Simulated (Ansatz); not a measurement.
Single-point calculation of Ga32Sb32 (part 1 of 2)

Ga32Sb32 (64 atoms in the cell), computed with DFT, HSE06, PAW, plane waves (Ansatz 0.2.0).

The structure was built on a prototype by a generator.

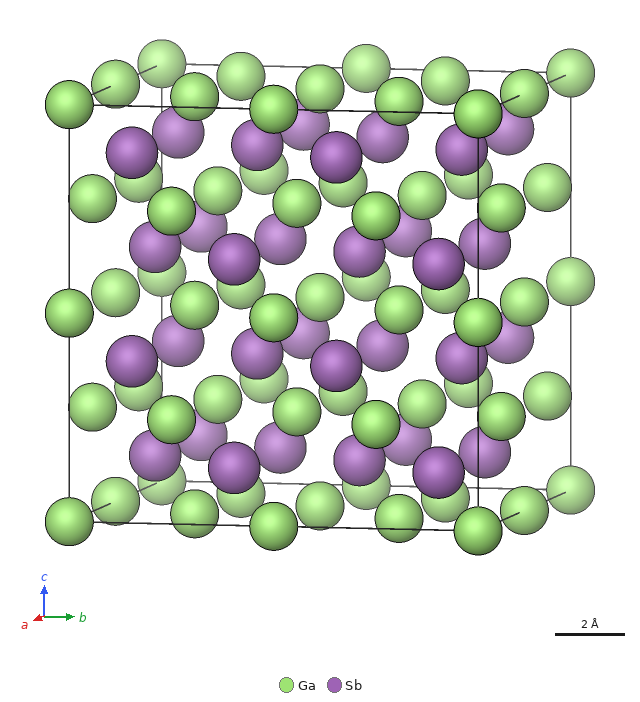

The input geometry (spheres-only view of the cell of the calculation, seen at an oblique angle).

Key numbers:

```csv
quantity,value
outcome,converged
space group (tolerance 0.01 Å),F-43m (216)
electrons treated,896
free energy,−328719.6972 eV
Fermi energy,7.810 eV
largest force (length of the vector),under 0.001 eV/Å
hardware,"8 CPU threads, shared host"
wall time,69 s (CPU time 4.4 min)
peak memory,6.9 GiB
```

Notes:

The k-point mesh is coarse for a cell of this size, so the results may not be converged.

Input:
```yaml
crystal:
  lattice:
    - [12.239358, 0.000000, 0.000000]
    - [0.000000, 12.239358, 0.000000]
    - [0.000000, 0.000000, 12.239358]
  atoms:
    - { symbol: Ga, position: [0.000000, 0.000000, 0.000000] }
    - { symbol: Ga, position: [0.000000, 0.000000, 0.500000] }
    - { symbol: Ga, position: [0.000000, 0.500000, 0.000000] }
    - { symbol: Ga, position: [0.000000, 0.500000, 0.500000] }
    - { symbol: Ga, position: [0.500000, 0.000000, 0.000000] }
    - { symbol: Ga, position: [0.500000, 0.000000, 0.500000] }
    - { symbol: Ga, position: [0.500000, 0.500000, 0.000000] }
    - { symbol: Ga, position: [0.500000, 0.500000, 0.500000] }
    - { symbol: Ga, position: [0.250000, 0.250000, 0.000000] }
    - { symbol: Ga, position: [0.250000, 0.250000, 0.500000] }
    - { symbol: Ga, position: [0.250000, 0.750000, 0.000000] }
    - { symbol: Ga, position: [0.250000, 0.750000, 0.500000] }
    - { symbol: Ga, position: [0.750000, 0.250000, 0.000000] }
    - { symbol: Ga, position: [0.750000, 0.250000, 0.500000] }
    - { symbol: Ga, position: [0.750000, 0.750000, 0.000000] }
    - { symbol: Ga, position: [0.750000, 0.750000, 0.500000] }
    - { symbol: Ga, position: [0.250000, 0.000000, 0.250000] }
    - { symbol: Ga, position: [0.250000, 0.000000, 0.750000] }
    - { symbol: Ga, position: [0.250000, 0.500000, 0.250000] }
    - { symbol: Ga, position: [0.250000, 0.500000, 0.750000] }
    - { symbol: Ga, position: [0.750000, 0.000000, 0.250000] }
    - { symbol: Ga, position: [0.750000, 0.000000, 0.750000] }
    - { symbol: Ga, position: [0.750000, 0.500000, 0.250000] }
    - { symbol: Ga, position: [0.750000, 0.500000, 0.750000] }
    - { symbol: Ga, position: [0.000000, 0.250000, 0.250000] }
    - { symbol: Ga, position: [0.000000, 0.250000, 0.750000] }
    - { symbol: Ga, position: [0.000000, 0.750000, 0.250000] }
    - { symbol: Ga, position: [0.000000, 0.750000, 0.750000] }
    - { symbol: Ga, position: [0.500000, 0.250000, 0.250000] }
    - { symbol: Ga, position: [0.500000, 0.250000, 0.750000] }
    - { symbol: Ga, position: [0.500000, 0.750000, 0.250000] }
    - { symbol: Ga, position: [0.500000, 0.750000, 0.750000] }
    - { symbol: Sb, position: [0.125000, 0.125000, 0.125000] }
    - { symbol: Sb, position: [0.125000, 0.125000, 0.625000] }
    - { symbol: Sb, position: [0.125000, 0.625000, 0.125000] }
    - { symbol: Sb, position: [0.125000, 0.625000, 0.625000] }
    - { symbol: Sb, position: [0.625000, 0.125000, 0.125000] }
    - { symbol: Sb, position: [0.625000, 0.125000, 0.625000] }
    - { symbol: Sb, position: [0.625000, 0.625000, 0.125000] }
    - { symbol: Sb, position: [0.625000, 0.625000, 0.625000] }
    - { symbol: Sb, position: [0.375000, 0.375000, 0.125000] }
    - { symbol: Sb, position: [0.375000, 0.375000, 0.625000] }
    - { symbol: Sb, position: [0.375000, 0.875000, 0.125000] }
    - { symbol: Sb, position: [0.375000, 0.875000, 0.625000] }
    - { symbol: Sb, position: [0.875000, 0.375000, 0.125000] }
    - { symbol: Sb, position: [0.875000, 0.375000, 0.625000] }
    - { symbol: Sb, position: [0.875000, 0.875000, 0.125000] }
    - { symbol: Sb, position: [0.875000, 0.875000, 0.625000] }
    - { symbol: Sb, position: [0.375000, 0.125000, 0.375000] }
    - { symbol: Sb, position: [0.375000, 0.125000, 0.875000] }
    - { symbol: Sb, position: [0.375000, 0.625000, 0.375000] }
    - { symbol: Sb, position: [0.375000, 0.625000, 0.875000] }
    - { symbol: Sb, position: [0.875000, 0.125000, 0.375000] }
    - { symbol: Sb, position: [0.875000, 0.125000, 0.875000] }
    - { symbol: Sb, position: [0.875000, 0.625000, 0.375000] }
    - { symbol: Sb, position: [0.875000, 0.625000, 0.875000] }
    - { symbol: Sb, position: [0.125000, 0.375000, 0.375000] }
    - { symbol: Sb, position: [0.125000, 0.375000, 0.875000] }
    - { symbol: Sb, position: [0.125000, 0.875000, 0.375000] }
    - { symbol: Sb, position: [0.125000, 0.875000, 0.875000] }
    - { symbol: Sb, position: [0.625000, 0.375000, 0.375000] }
    - { symbol: Sb, position: [0.625000, 0.375000, 0.875000] }
    - { symbol: Sb, position: [0.625000, 0.875000, 0.375000] }
    - { symbol: Sb, position: [0.625000, 0.875000, 0.875000] }
kpoints:
  mp_grid: { grid: [1, 1, 1] }
hamiltonian:
  xc: hse06
scf:
  occupations: { method: fermi_dirac, width: 0.01 }
output:
  forces: true
  eigenvalues: true
  populations: true
  eigenstates: { kpoints: [[0, 0, 0]], e_range: [-6.0, 6.0], localisation: true }
```

What the program printed:
```
Pseudopotentials: kind: paw
Functional definition: HSE06
  parameter a = 0.25
  parameter omega = 0.11/bohr
  exchange = pbe_x - a*pbe_x_sr(omega) + a*exact_x_sr(omega)
  correlation = pbe_c
Crystal: 64 atoms, lattice volume = 1833.479 Å³
Basis set: ecut = 420 eV, 35825 PW (Γ), exchange–correlation on 180×180×180 points (8 copies of the dense FFT grid, shifted against one another)
Bands: 538, of which v1, the nominal top of the filled ones, is band 448 counted from 1 (447 counted from 0)
Symmetry: 768 space group operations
Space group: F-43m (ITA 216), of the structure as read, at distance tolerance 1.2e-4 Å
k-points: 1
Non-local potential: Ga, projectors of the file, l = 0: 2, l = 1: 2, l = 2: 3, l = 3: 1
Non-local potential: Sb, projectors of the file, l = 0: 2, l = 1: 2, l = 2: 2, l = 3: 2
PAW form: soft (Blöchl's): semilocal exchange-correlation on the pseudo side does not see the compensation charge
PAW frozen core: Ga, regenerated for the run's functional, and the local potential with it (the file was generated under x = pbe(κ = 0.804, μ = 0.2195149727645171), c = pbe(β = 0.06672455060314922))
PAW frozen core: Sb, regenerated for the run's functional, and the local potential with it (the file was generated under x = pbe(κ = 0.804, μ = 0.2195149727645171), c = pbe(β = 0.06672455060314922))
PAW one-centre angular grid: Ga, 590 points (default); XC on 64 Gauss nodes
PAW one-centre angular grid: Sb, 590 points (default); XC on 64 Gauss nodes
Initial density: superposition of atomic densities (neutral atoms: chi_scale 0, normalization atom), corrected by the library's trained network
Initial wavefunctions: pseudopotential atomic-orbital guess
Functional: x = pbe(κ = 0.804, μ = 0.2195149727645171), c = pbe(β = 0.06672455060314922), warm-up for x = pbe(κ = 0.804, μ = 0.2195149727645171) + 0.25 (exact − pbe) at short range (hse, ω = 0.20786987370883472 Å⁻¹), c = pbe(β = 0.06672455060314922); HSE06 as pw.x's `hse` composes it (authors' and Libxc's form: `xc: wpbeh`)
SCF iter   1: F=—  HF=-328563.258104 eV  |F-HF|=—  |Δ(HF+E_count)|=         —  Δρ=1.59e-3  dr2=2.51e-2  ethr=1.77e-3  ⟨swp⟩=16.0  Hψ=2205  notcnv=0
preconditioner: auto → none  [insulator: Δε(μ)=0.026 eV  Ē_g=13.764 eV  σ=0.010 eV  W_gap=0.53  n_scr=460 (ndim 8)  ℏωp=20.8 eV  f_vac=0.093  D(μ)=107.99/eV (n_scr^D=1044)]
SCF iter   2: F=—  HF=-328563.288822 eV  |F-HF|=—  |Δ(HF+E_count)|=   3.07e-2  Δρ=6.19e-4  dr2=4.40e-3  ethr=2.80e-6  ⟨swp⟩=20.0  Hψ=2195  notcnv=2  defer=12
SCF iter   3: F=—  HF=-328563.291791 eV  |F-HF|=—  |Δ(HF+E_count)|=   2.97e-3  Δρ=2.54e-4  dr2=1.02e-3  ethr=4.91e-7  ⟨swp⟩=8.0  Hψ=1582  notcnv=0  defer=9
iter 4 solved again at ethr=4.74e-9 eV; its pass at ethr=1.14e-7 eV (dr2=4.25e-5 eV) is discarded
SCF iter   4: F=—  HF=-328563.291310 eV  |F-HF|=—  |Δ(HF+E_count)|=   4.81e-4  Δρ=5.26e-5  dr2=4.44e-5  ethr=4.74e-9  ⟨swp⟩=5.0  Hψ=2519  notcnv=0  defer=2
SCF iter   5: F=—  HF=-328563.291339 eV  |F-HF|=—  |Δ(HF+E_count)|=   2.94e-5  Δρ=1.65e-5  dr2=4.17e-6  ethr=4.74e-9  ⟨swp⟩=5.0  Hψ=1126  notcnv=0  defer=2
SCF iter   6: F=—  HF=-328563.291347 eV  |F-HF|=—  |Δ(HF+E_count)|=   7.50e-6  Δρ=5.00e-6  dr2=6.01e-7  ethr=4.66e-10  ⟨swp⟩=6.0  Hψ=1394  notcnv=0  defer=2
SCF iter   7: F=—  HF=-328563.291347 eV  |F-HF|=—  |Δ(HF+E_count)|=   2.64e-8  Δρ=2.07e-6  dr2=6.26e-8  ethr=6.70e-11  ⟨swp⟩=6.0  Hψ=1145  notcnv=0  defer=2
SCF iter   8: F=—  HF=-328563.291347 eV  |F-HF|=—  |Δ(HF+E_count)|=   4.13e-8  Δρ=6.87e-7  dr2=4.72e-9  ethr=6.99e-12  ⟨swp⟩=7.0  Hψ=1478  notcnv=0  defer=2
SCF iter   9: F=—  HF=-328563.291347 eV  |F-HF|=—  |Δ(HF+E_count)|=  5.24e-10  Δρ=2.45e-7  dr2=7.24e-10  ethr=2.55e-12 (applied; sched 1.00e-12)  ⟨swp⟩=3.0  Hψ=997  notcnv=0
SCF iter  10: F=-328563.291347 eV  HF=-328563.291347 eV  |F-HF|=3.49e-10  |Δ(HF+E_count)|=  6.40e-10  Δρ=2.43e-8  dr2=1.06e-11  ethr=4.60e-12 (applied; sched 1.00e-12)  ⟨swp⟩=2.0  Hψ=987  notcnv=0
SCF 1 converged in 10 iterations: F = -328563.291347 eV  dr2 = 1.06e-11
  greatest PAW one-centre occupation: 0.995 electrons in one spin orbital (limit 2), on the Sb atom at site 63 (counted from 0), in its partial waves of l = 2
the semilocal start has a gap of 0.026 eV: under exact exchange another state, often on complex orbitals, can lie lower than the one that it leads to. A single point with scf.lower_state_search: full and scf.eigensolver.gamma_real: false can look for it
Initial density: handed on by an earlier stage of this run
Initial wavefunctions: those handed on with the density
Functional: x = pbe(κ = 0.804, μ = 0.2195149727645171) + 0.25 (exact − pbe) at short range (hse, ω = 0.20786987370883472 Å⁻¹), c = pbe(β = 0.06672455060314922); HSE06 as pw.x's `hse` composes it (authors' and Libxc's form: `xc: wpbeh`)
Exchange kernel: α = 0.2500, screened, ω = 0.2079 Å⁻¹, Wigner–Seitz truncation, v(0) = 985.3320 eV·Å³, q-mesh 1×1×1, nearest image of the exchange supercell L = 12.24 Å, pair-density grid 60×60×60, without the augmentation charges, whose exchange is taken in its separable form (sized by the pseudopotential files, 81×81×81 at the most), smooth part of the exact exchange by density-matrix convolutio
Frozen-core exchange: fock
iter 1 solved again at ethr=5.33e-5 eV; its pass at ethr=1.00e-1 eV (dr2=4.78e-1 eV) is discarded
SCF iter   1: F=—  HF=-328719.790138 eV  |F-HF|=—  |Δ(HF+E_count)|=         —  Δρ=1.18e-2  dr2=8.87e-1  ethr=5.33e-5  ⟨swp⟩=5.0  Hψ=3048  notcnv=0
eigensolver tolerance schedule calibrated: the retry pair's looser diagonalisation under-reported the residual by θ = 0.46 (0.14/decade); ethr = c·dr2/N_el runs at the constant in force after the calibration composes with the one it found (an armed cap, an earlier calibration), c = 5.0e-2
preconditioner: auto → none  [insulator: Δε(μ)=0.726 eV  Ē_g=16.323 eV  σ=0.010 eV  W_gap=1.00  n_scr=460 (ndim 8)  ℏωp=20.8 eV  f_vac=0.096  D(μ)=0.00/eV (n_scr^D=0)]
SCF iter   2: F=—  HF=-328719.358218 eV  |F-HF|=—  |Δ(HF+E_count)|=   4.32e-1  Δρ=2.74e-3  dr2=6.56e-2  ethr=4.98e-5  ⟨swp⟩=4.0  Hψ=1515  notcnv=0
SCF iter   3: F=—  HF=-328719.343540 eV  |F-HF|=—  |Δ(HF+E_count)|=   1.47e-2  Δρ=1.82e-3  dr2=1.99e-2  ethr=3.68e-6  ⟨swp⟩=4.0  Hψ=1663  notcnv=0
SCF iter   4: F=—  HF=-328719.344471 eV  |F-HF|=—  |Δ(HF+E_count)|=   9.30e-4  Δρ=2.20e-4  dr2=8.93e-4  ethr=1.12e-6  ⟨swp⟩=4.0  Hψ=1448  notcnv=0
SCF iter   5: F=—  HF=-328719.344153 eV  |F-HF|=—  |Δ(HF+E_count)|=   3.18e-4  Δρ=2.05e-5  dr2=5.22e-6  ethr=5.01e-8  ⟨swp⟩=4.0  Hψ=1457  notcnv=0
SCF iter   6: F=—  HF=-328719.344153 eV  |F-HF|=—  |Δ(HF+E_count)|=   2.92e-7  Δρ=5.05e-6  dr2=2.79e-7  ethr=2.93e-10  ⟨swp⟩=4.0  Hψ=1409  notcnv=0
SCF iter   7: F=-328719.344153 eV  HF=-328719.344153 eV  |F-HF|=4.77e-9  |Δ(HF+E_count)|=   6.87e-8  Δρ=7.85e-7  dr2=9.05e-9  ethr=1.57e-11  ⟨swp⟩=4.0  Hψ=1587  notcnv=0
SCF 2 converged in 7 iterations: F = -328719.344153 eV  dr2 = 9.05e-9
  greatest PAW one-centre occupation: 0.996 electrons in one spin orbital (limit 2), on the Sb atom at site 63 (counted from 0), in its partial waves of l = 2
hybrid outer 1: dexx = +3.111e-1 eV, tail = 3.11e-1 eV
```
